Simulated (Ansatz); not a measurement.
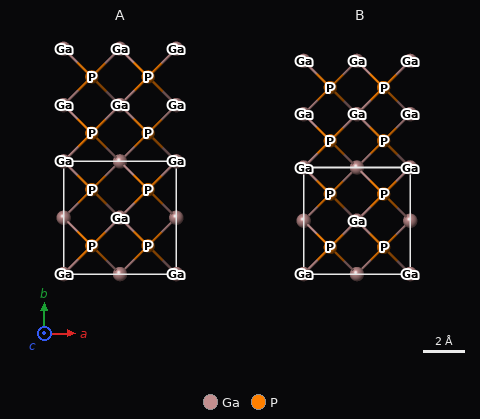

Two geometries of solid GaP (built on the zincblende type), drawn at one scale. One is the start of a relaxation, the other its converged end. A ball-and-stick model of the conventional cell (4 times the calculation's cell), repeated 1 × 2 × 1 with one cell outlined, seen along the c axis. Lengths and directions refer to the drawn axes.

Method: DFT, PBE, plane waves, PAW in Ansatz. Set-up: plane-wave cutoff 420 eV; k-point mesh 8 × 8 × 8; occupations fermi dirac; smearing width 0.02 eV; no spin polarisation; cell and atoms relaxed; force threshold 0.005 eV/Å.

Which of the two is the end point?

Answer. Structure A is the relaxed one. No atom moves by more than 0.005 Å relative to the cell. The volume changes by +18.1 %, with a = b = c 5.210 → 5.506 Å (+5.7 %). Near-neighbour distances that change, for instance: Ga–P 2.256 → 2.384 Å. The space group stays F-43m (No. 216). Over 5 accepted moves (7 points after the start) the energy falls by 158 meV per atom. All forces vanish by symmetry, so only the cell relaxes. The pressure goes from 18.46 to 0.00 GPa. The SCF was repeated twice at an unchanged geometry on a basis and grid sized afresh for the cell, which shifted the energy by 1.8 meV per atom at most.
